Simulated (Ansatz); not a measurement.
# TaN: geometry relaxation (part 1 of 4)

TaN (slab, 36 atoms in the cell), computed with DFT PBEsol, scalar-relativistic, plane waves, PAW, no spin polarisation (Ansatz 0.2.0).

The structure derives from an entry of the Crystallography Open Database. The input holds or restrains some coordinates. Forces given for the steps count only the free coordinates. It belongs to a series of runs on one base structure; here: flat (0 0 1) slab.

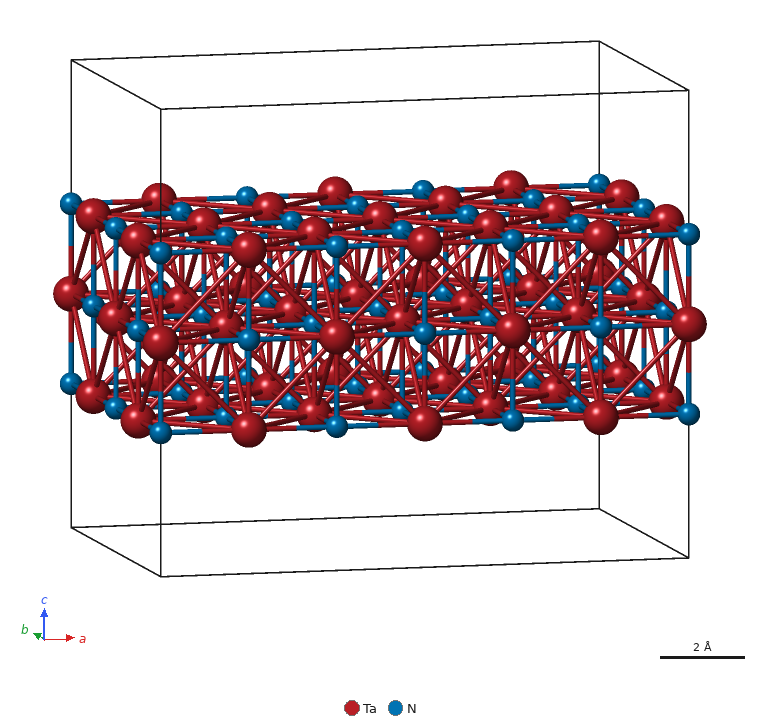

**Figure 1.** The starting structure (ball-and-stick view of the 1 × 2 repeat of the cell, with the vacuum cut short, seen slightly off an axis). An atom can appear more than once, as a periodic image.

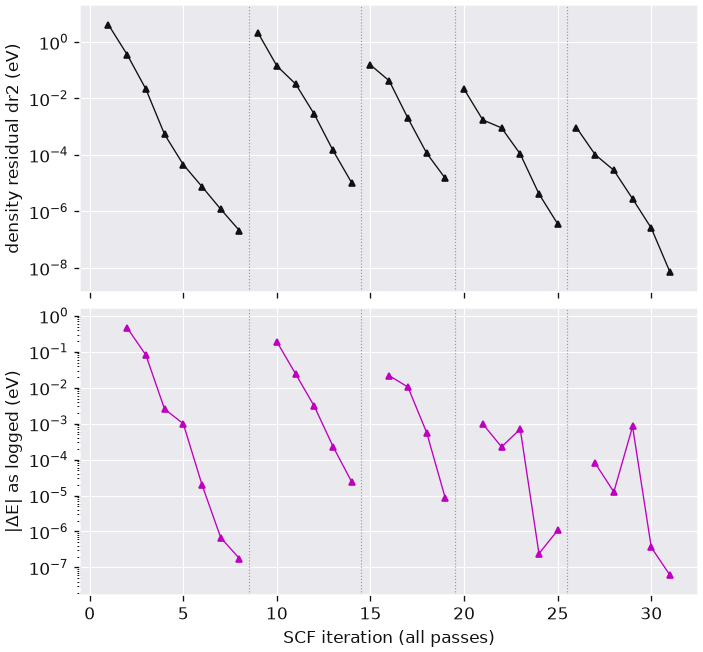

**Figure 2.** Convergence of the self-consistent field: density residual dr2 and size of the energy change against the SCF iteration. The dotted lines part the SCF passes of the relaxation: geometry steps, rejected trials and re-solves on a re-selected basis. The 5 passes take 5 to 8 iterations each, 31 in all.

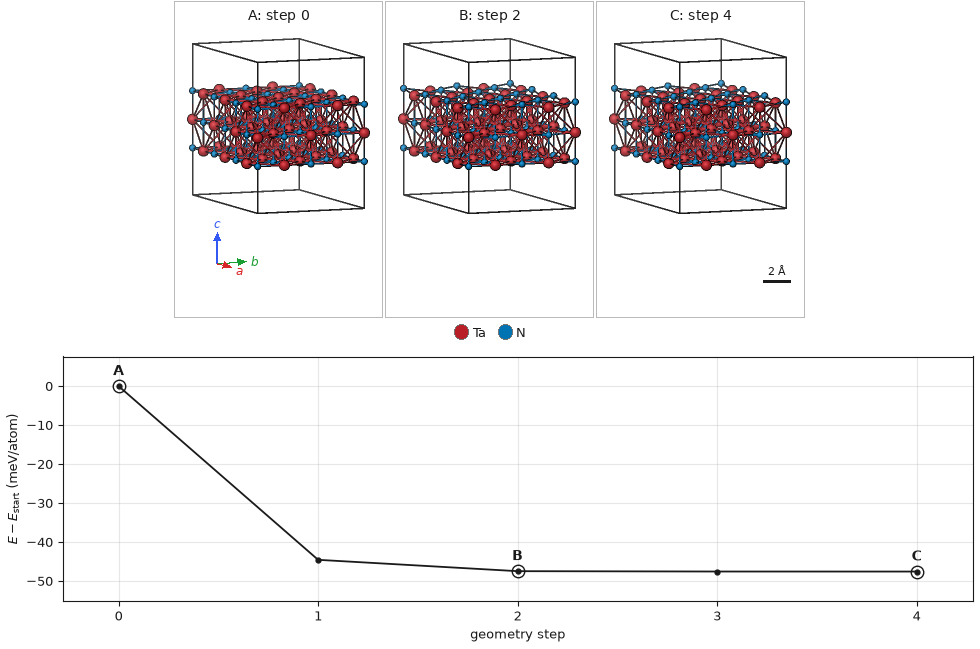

**Figure 3.** Frames of the restrained relaxation (ball-and-stick view of the 1 × 2 repeat of the cell, with the vacuum cut short (origin shifted), seen slightly off an axis) above the curves, on which the letters mark them (the first geometry is step 0 here and step 1 in the log).

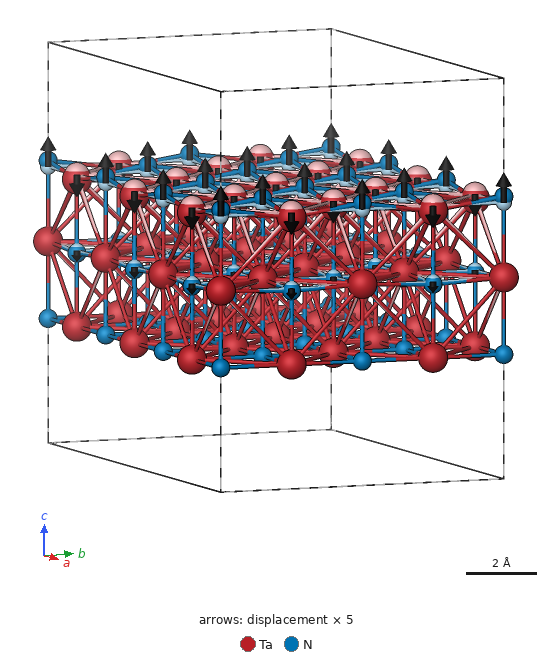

**Figure 4.** Start (faint) and end (solid) with the displacements as black arrows, magnified 5 times (ball-and-stick view of the 1 × 2 repeat of the cell, with the vacuum cut short (origin shifted), seen slightly off an axis). After 4 geometry steps the energy has fallen by 47.6 meV per atom. Largest force component: 1.8 eV/Å at the start, 0.011 eV/Å at the end. The largest moves, 0.18 Å, are those of N26, N28, N30, N32, N34 and N36. By element the largest moves are N 0.18 Å, Ta 0.13 Å. The lattice vectors keep their values. Distances before and after: Ta11–N32 2.188 → 2.330 Å, Ta11–Ta29 3.094 → 2.980 Å, N12–Ta15 2.188 → 2.122 Å, N10–Ta13 2.188 → 2.222 Å. Among the angles that change: Ta29–N32–Ta29 180.0° → 164.0°, Ta11–N32–Ta29 90.0° → 82.0°, Ta11–N14–Ta11 180.0° → 174.8°. (Atoms are counted from 1 in the order of the input.)

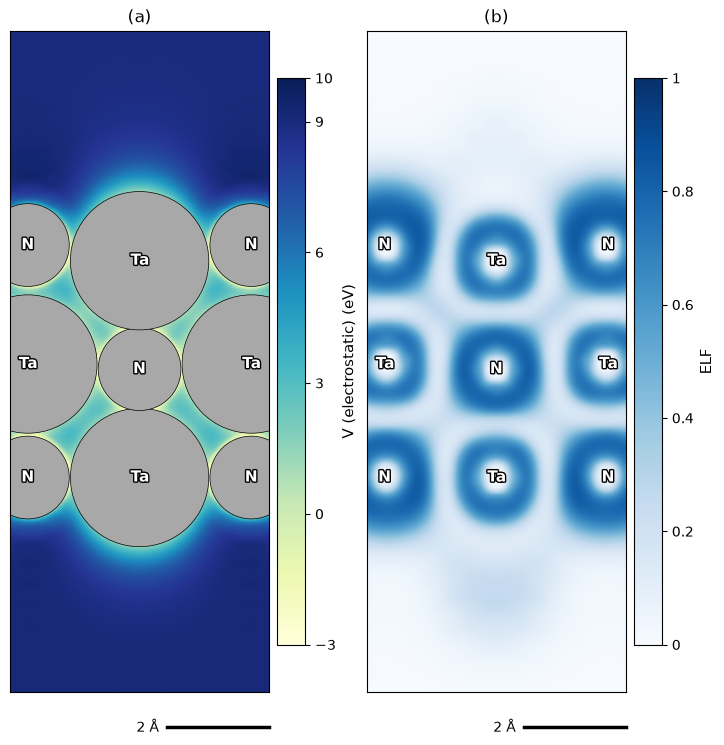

**Figure 5.** (a) electrostatic potential energy of an electron; (b) electron localisation function on the (100) plane of the calculation cell, a cut from vacuum to vacuum. Grey discs, where drawn, cover atomic cores. Atoms in the plane: Ta and N. Ta–N (2.12 Å): the ELF peaks at about 0.80 in the valence shell of N, 0.6 Å from its nucleus, and drops to about 0.25 between the two atoms; no shared pair; the contact is polar. Ta–Ta (2.98 Å): the ELF is about 0.30 at the midpoint (no shared electron pair). Ta–N (2.19 Å): the ELF is about 0.20 at the midpoint; no shared pair; the contact is polar. Ta–N (2.33 Å): the ELF is about 0.15 at the midpoint; no shared pair; the contact is polar. Ta–Ta (3.12 Å): the ELF is about 0.20 at the midpoint; no localised pair between them. The strong features right at Ta lie inside the PAW spheres (semicore, d or f shells) and say nothing about bonding. The fields are those of the smooth PAW valence density.

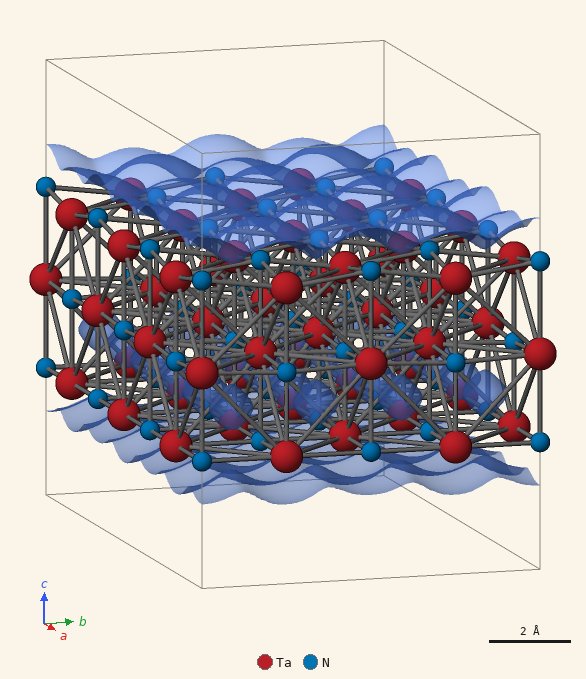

**Figure 6.** Isosurface of the valence electron density at 0.2 e/Å³ (blue), seen slightly off an axis. Sticks mark near contacts. At this value the density is joined into sheets; it holds about 95 % of the electrons treated as valence (semicore included). On the grid the lowest density along these lines, outside the cores, is 0.67 e/Å³ (Ta–N, 2.12 Å), 0.28 e/Å³ (Ta–Ta, 2.98 Å), 0.56 e/Å³ (Ta–N, 2.19 Å) and 0.43 e/Å³ (Ta–N, 2.33 Å).

The input that produced these results follows, with the program's output.

## Input
```yaml
crystal:
  lattice:
    - [13.1270682281, 0.0, 0.0]
    - [0.0, 4.3756894094, 0.0]
    - [0.0, 0.0, 18.5635341141]
  atoms:
    - { symbol: Ta, position: [0.1666666667, 0.0, 0.0808035793] }
    - { symbol: "N", position: [0.0, 0.0, 0.0808035793] }
    - { symbol: Ta, position: [0.1666666667, 0.5, 0.1986607012] }
    - { symbol: "N", position: [0.0, 0.5, 0.1986607012] }
    - { symbol: Ta, position: [0.0, 0.0, 0.1986607012] }
    - { symbol: "N", position: [0.1666666667, 0.0, 0.1986607012] }
    - { symbol: Ta, position: [0.0, 0.5, 0.0808035793] }
    - { symbol: "N", position: [0.1666666667, 0.5, 0.0808035793] }
    - { symbol: Ta, position: [0.5, 0.0, 0.0808035793] }
    - { symbol: "N", position: [0.3333333333, 0.0, 0.0808035793] }
    - { symbol: Ta, position: [0.5, 0.5, 0.1986607012] }
    - { symbol: "N", position: [0.3333333333, 0.5, 0.1986607012] }
    - { symbol: Ta, position: [0.3333333333, 0.0, 0.1986607012] }
    - { symbol: "N", position: [0.5, 0.0, 0.1986607012] }
    - { symbol: Ta, position: [0.3333333333, 0.5, 0.0808035793] }
    - { symbol: "N", position: [0.5, 0.5, 0.0808035793] }
    - { symbol: Ta, position: [0.8333333333, 0.0, 0.0808035793] }
    - { symbol: "N", position: [0.6666666667, 0.0, 0.0808035793] }
    - { symbol: Ta, position: [0.8333333333, 0.5, 0.1986607012] }
    - { symbol: "N", position: [0.6666666667, 0.5, 0.1986607012] }
    - { symbol: Ta, position: [0.6666666667, 0.0, 0.1986607012] }
    - { symbol: "N", position: [0.8333333333, 0.0, 0.1986607012] }
    - { symbol: Ta, position: [0.6666666667, 0.5, 0.0808035793] }
    - { symbol: "N", position: [0.8333333333, 0.5, 0.0808035793] }
    - { symbol: Ta, position: [0.1666666667, 0.0, 0.3165178232] }
    - { symbol: "N", position: [0.0, 0.0, 0.3165178232] }
    - { symbol: Ta, position: [0.0, 0.5, 0.3165178232] }
    - { symbol: "N", position: [0.1666666667, 0.5, 0.3165178232] }
    - { symbol: Ta, position: [0.5, 0.0, 0.3165178232] }
    - { symbol: "N", position: [0.3333333333, 0.0, 0.3165178232] }
    - { symbol: Ta, position: [0.3333333333, 0.5, 0.3165178232] }
    - { symbol: "N", position: [0.5, 0.5, 0.3165178232] }
    - { symbol: Ta, position: [0.8333333333, 0.0, 0.3165178232] }
    - { symbol: "N", position: [0.6666666667, 0.0, 0.3165178232] }
    - { symbol: Ta, position: [0.6666666667, 0.5, 0.3165178232] }
    - { symbol: "N", position: [0.8333333333, 0.5, 0.3165178232] }
basis:
  ecutwfc: 420
kpoints:
  mp_grid: { grid: [3, 8, 1] }
hamiltonian:
  xc: pbesol
scf:
  occupations: { method: gaussian, width: 0.1 }
output:
  forces: true
  eigenvalues: true
  populations: true
  write_density: true
  write_potential: true
  elf: true
  volumetric_format: npy
relax:
  adjacent_minimum: "off"
  f_tol: 0.02
  max_steps: 45
  constraints: [{ sites: [0, 1, 6, 7, 8, 9, 14, 15, 16, 17, 22, 23] }]
efield:
  axis: 3
  dipole_correction: true
  ramp_width: 0.04
```

Run as:
```bash
ansatz run input.yaml --threads 4 --pin off --max-ram 11264MiB --backend cpu --events-out ev --progress --plain --runs-dir out
```

## Log
```
Engine: ansatz 0.2.0, x86_64-unknown-linux-gnu
Pseudopotentials: kind: paw
Pseudopotential: Ta, paw, valence charge 13, recommended cutoff 420 eV (normal), Ta.paw.azcp
Pseudopotential: N, paw, valence charge 5, recommended cutoff 420 eV (normal), N.paw.azcp
Functional definition: PBEsol
  exchange = pbesol_x
  correlation = pbesol_c
Crystal: 36 atoms, lattice volume = 1066.289 Å³
Basis set: ecut = 420 eV, 20751 PW (Γ), exchange–correlation on 180×60×250 points (8 copies of the dense FFT grid, shifted against one another)
Bands: 198, of which v1, the nominal top of the filled ones, is band 162 counted from 1 (161 counted from 0)
Symmetry: 24 space group operations
k-points: 10 of 24
Non-local potential: Ta, projectors of the file, l = 0: 3, l = 1: 2, l = 2: 2, l = 3: 1
Non-local potential: N, projectors of the file, l = 0: 2, l = 1: 2, l = 2: 1
PAW form: soft (Blöchl's): semilocal exchange-correlation on the pseudo side does not see the compensation charge
PAW frozen core: Ta, regenerated for the run's functional, and the local potential with it (the file was generated under x = pbe(κ = 0.804, μ = 0.2195149727645171), c = pbe(β = 0.06672455060314922))
PAW frozen core: N, regenerated for the run's functional, and the local potential with it (the file was generated under x = pbe(κ = 0.804, μ = 0.2195149727645171), c = pbe(β = 0.06672455060314922))
PAW one-centre angular grid: Ta, 590 points (default); XC on 64 Gauss nodes
PAW one-centre angular grid: N, 110 points (default); XC on 64 Gauss nodes
Initial density: superposition of atomic densities (neutral atoms: chi_scale 0, normalization atom), corrected by the library's trained network
Initial wavefunctions: pseudopotential atomic-orbital guess
Functional: x = pbesol(κ = 0.804, μ = 0.12345679012345678), c = pbesol(β = 0.046)
SCF iter   1: F=—  HF=-183353.809368 eV  |F-HF|=—  |Δ(HF+E_count)|=         —  Δρ=1.22e-2  dr2=4.11e0  ethr=1.77e-3  p=0.000 e·Å  D=7.32e-7 V/Å  ΔV_dip=-0.00 eV  dr2_dipole=1.75e-8  V_vac-E_F(+/−)=3.72/3.72 eV  ⟨swp⟩=9.2  Hψ=10170  notcnv=0
efield: sawtooth ramp at fractional position 0.6787 (placed from the atoms, in the widest stretch of the axis that holds none; the zero of the levels goes with the place), width 0.0400; the density the first Hamiltonian is built on has a dipole p = 0.000 e·Å; the dipole correction subtracts the counter field D = 7.32e-7 V/Å, which shifts the + side's vacuum level by -0.00 eV against the − side's; the planar-averaged density in the ramp window peaks in size at 4.9e-5 e/Å³
preconditioner: auto → LDOS  [metal: Δε(μ)=0.055 eV  Ē_g=8.703 eV  σ=0.100 eV  W_gap=0.30  n_scr=210 (ndim 8)  ℏωp=15.3 eV  f_vac=0.552  D(μ)=21.78/eV (n_scr^D=128)  β→1.0]
SCF iter   2: F=—  HF=-183353.345250 eV  |F-HF|=—  |Δ(HF+E_count)|=   4.64e-1  Δρ=6.46e-3  dr2=3.60e-1  ethr=1.27e-3  p=-0.000 e·Å  D=-3.93e-5 V/Å  ΔV_dip=0.00 eV  dr2_dipole=1.15e-6  V_vac-E_F(+/−)=3.76/3.76 eV  ⟨swp⟩=3.0  Hψ=3303  notcnv=0  defer=242
SCF iter   3: F=—  HF=-183353.264177 eV  |F-HF|=—  |Δ(HF+E_count)|=   8.11e-2  Δρ=1.14e-3  dr2=2.16e-2  ethr=1.11e-4  p=0.000 e·Å  D=3.12e-5 V/Å  ΔV_dip=-0.00 eV  dr2_dipole=1.18e-6  V_vac-E_F(+/−)=3.78/3.78 eV  ⟨swp⟩=3.1  Hψ=3444  notcnv=0  defer=243
SCF iter   4: F=—  HF=-183353.261633 eV  |F-HF|=—  |Δ(HF+E_count)|=   2.54e-3  Δρ=1.89e-4  dr2=5.36e-4  ethr=6.67e-6  p=-0.000 e·Å  D=-1.50e-5 V/Å  ΔV_dip=0.00 eV  dr2_dipole=1.18e-7  V_vac-E_F(+/−)=3.78/3.78 eV  ⟨swp⟩=2.3  Hψ=2931  notcnv=0  defer=243
SCF iter   5: F=—  HF=-183353.262629 eV  |F-HF|=—  |Δ(HF+E_count)|=   9.96e-4  Δρ=4.36e-5  dr2=4.56e-5  ethr=1.65e-7  p=0.000 e·Å  D=8.23e-6 V/Å  ΔV_dip=-0.00 eV  dr2_dipole=4.00e-8  V_vac-E_F(+/−)=3.78/3.78 eV  ⟨swp⟩=3.2  Hψ=3819  notcnv=0  defer=234
iter 6 did not close the SCF: its close was put off until two iterations running show no level that it waits for move by more than its bar (scf_convergence_deferred on its scf_iter line)
SCF iter   6: F=-183353.262645 eV  HF=-183353.262649 eV  |F-HF|=4.03e-6  |Δ(HF+E_count)|=   1.99e-5  Δρ=1.81e-5  dr2=7.54e-6  ethr=3.09e-9  p=-0.000 e·Å  D=-1.03e-5 V/Å  ΔV_dip=0.00 eV  dr2_dipole=2.14e-8  V_vac-E_F(+/−)=3.79/3.79 eV  ⟨swp⟩=27.1  Hψ=24162  notcnv=0
iter 7 did not close the SCF: its close was put off until two iterations running show no level that it waits for move by more than its bar (scf_convergence_deferred on its scf_iter line)
SCF iter   7: F=-183353.262648 eV  HF=-183353.262648 eV  |F-HF|=7.94e-7  |Δ(HF+E_count)|=   6.74e-7  Δρ=6.28e-6  dr2=1.20e-6  ethr=2.33e-9  p=0.000 e·Å  D=3.95e-6 V/Å  ΔV_dip=-0.00 eV  dr2_dipole=1.55e-8  V_vac-E_F(+/−)=3.79/3.79 eV  ⟨swp⟩=13.5  Hψ=19384  notcnv=0
SCF iter   8: F=-183353.262648 eV  HF=-183353.262648 eV  |F-HF|=1.50e-7  |Δ(HF+E_count)|=   1.76e-7  Δρ=3.10e-6  dr2=2.09e-7  ethr=3.71e-10  p=-0.000 e·Å  D=-2.62e-6 V/Å  ΔV_dip=0.00 eV  dr2_dipole=4.68e-9  V_vac-E_F(+/−)=3.79/3.79 eV  ⟨swp⟩=11.6  Hψ=17804  notcnv=0
SCF 1 converged in 8 iterations: F = -183353.262648 eV  dr2 = 2.09e-7
  greatest PAW one-centre occupation: 1.000 electrons in one spin orbital (limit 2), on the Ta atom at site 20 (counted from 0), in its partial waves of l = 0
relax step   1: F+E_penalty+E_count = -183353.26264811 eV  Δ(F+E_penalty+E_count) = +0.000e0 eV  max|allowed force component| = 1.779e0 eV/Å  Δτ_max = 0.0000 Å  (8 SCF iters, dr2 threshold 1.00e-5 eV, accepted)
Initial density: handed on by an earlier stage of this run
Initial wavefunctions: those handed on with the density
iter 1 solved again at ethr=6.33e-4 eV; its pass at ethr=3.10e-3 eV (dr2=2.05e0 eV) is discarded
```
